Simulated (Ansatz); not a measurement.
Ge

```cif
data_structure
_symmetry_space_group_name_H-M 'P 1'
_symmetry_Int_Tables_number 1
_cell_length_a 6.9504
_cell_length_b 4.0128
_cell_length_c 9.8974
_cell_angle_alpha 90.000
_cell_angle_beta 96.723
_cell_angle_gamma 90.000
_cell_volume 274.15
loop_
_atom_site_label
_atom_site_type_symbol
_atom_site_fract_x
_atom_site_fract_y
_atom_site_fract_z
_atom_site_occupancy
Ge1 Ge 0.67361 0.50000 0.04167 1
Ge2 Ge 0.17361 0.00000 0.04167 1
Ge3 Ge 0.78471 0.00000 0.70833 1
Ge4 Ge 0.28471 0.50000 0.70833 1
Ge5 Ge 0.56251 0.00000 0.37500 1
Ge6 Ge 0.06251 0.50000 0.37500 1
Ge7 Ge 0.71529 0.50000 0.29167 1
Ge8 Ge 0.21529 0.00000 0.29167 1
Ge9 Ge 0.82639 0.00000 0.95833 1
Ge10 Ge 0.32639 0.50000 0.95833 1
Ge11 Ge 0.93749 0.50000 0.62500 1
Ge12 Ge 0.43749 0.00000 0.62500 1
```

Space group C2/m; not relaxed (largest force 1.2 eV/Å).

Method: DFT r2SCAN, scalar-relativistic, plane waves, PAW (Ansatz).

Core electrons are frozen (PAW), and the valence fields are smoothed inside the atomic spheres.

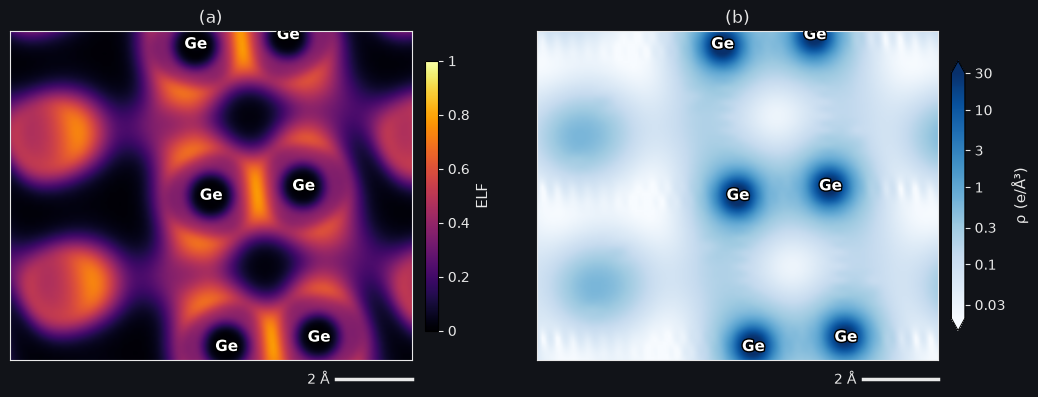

Figure 1. (a) electron localisation function; (b) valence electron density on the (110) plane of the conventional cell.

### Describe what can be read from this map.

The plane passes through Ge nuclei. Atoms just off the plane (Ge, 0.9 Å away) can leave unmarked features too. Ge–Ge (2.46 Å): ρ is about 0.5 e/Å³ halfway; the ELF peaks at about 0.80 between the atoms. Between the atoms the lowest density in this plane is 0.01 e/Å³.

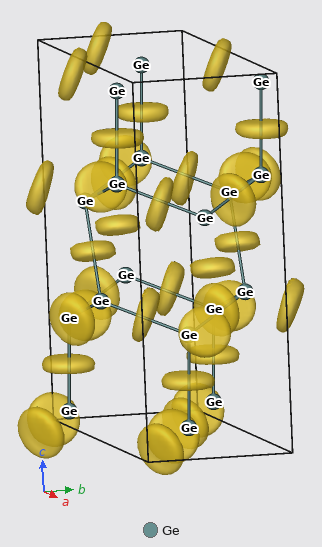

Figure 2. Isosurface of the ELF at 0.65 (yellow), seen slightly off an axis. Core shells and regions of very low density are left out. Sticks mark near contacts.

### What do the ELF domains correspond to?

The surface consists of 24 regions between bonded Ge–Ge atoms, counted in one cell of 12 atoms. Regions shared between cells count once.


 Ge–Ge (2.72 Å): the ELF peaks at about 0.75 between the atoms.

### Metal or insulator at this level of theory?

It is metallic or semimetallic at this level of theory: no gap opens.
